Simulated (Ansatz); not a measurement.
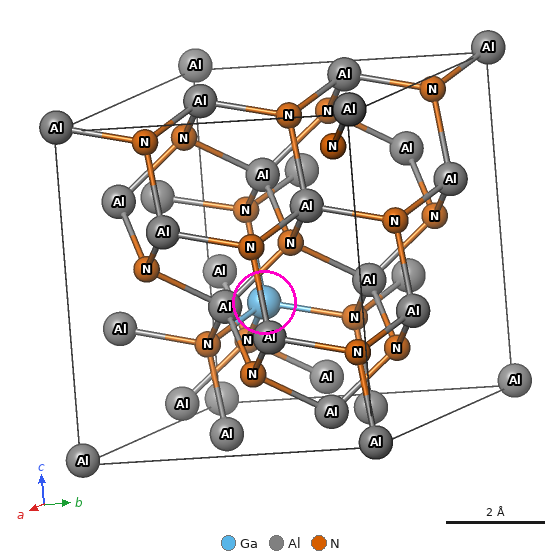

Ball-and-stick representation of a periodic structure, projected slightly off an axis. The parallelepiped is the supercell. The host is AlN, in a cell of 36 sites, and the cell is neutral. A ring marks the defect's site.

### Name the defect and give its surroundings.

Gallium on an aluminium site (a substitutional impurity). It is bonded to four N in a tetrahedral arrangement at about 1.9 Å.

The atoms were relaxed in the host's cell with DFT PBEsol, scalar-relativistic, plane waves, PAW (Ansatz).
